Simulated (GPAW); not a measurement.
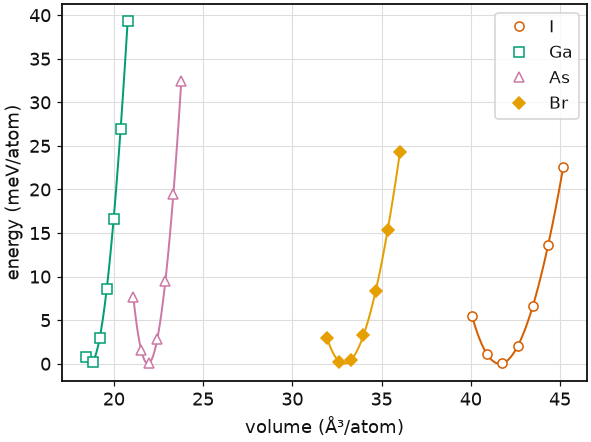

The picture above shows the energy against volume, with one curve for each element, for As, Br, Ga and I (all in space group Cmce (No. 64)).

Method: PAW DFT in plane waves, on a grid or in atomic orbitals, no spin polarisation; energies at scaled volumes of the given cell, shape and fractions fixed, counted from the fit's minimum, third-order Birch-Murnaghan fit (GPAW 26.7.0). Level: LDA.

occupations Fermi–Dirac; smearing width 0.05 eV; potentials GPAW PAW data sets (gpaw data 1.2.1); wave cutoff 600 eV.

Settings that differ: I: k mesh 6×6×3; Ga: k mesh 6×6×5; As: k mesh 6×6×5; Br: k mesh 6×6×3.

**Order the curves by fitted equilibrium volume, smallest first.**

Ga 18.670, As 21.907, Br 32.910, I 41.624 Å³/atom.

**Order the curves by fitted bulk modulus, smallest first.**

I 28.1, Br 31.4, Ga 65.5, As 75.2 GPa.

Limits of the calculation: shape and atomic fractions are frozen while scaling, which makes layered, chain and framework solids too stiff.
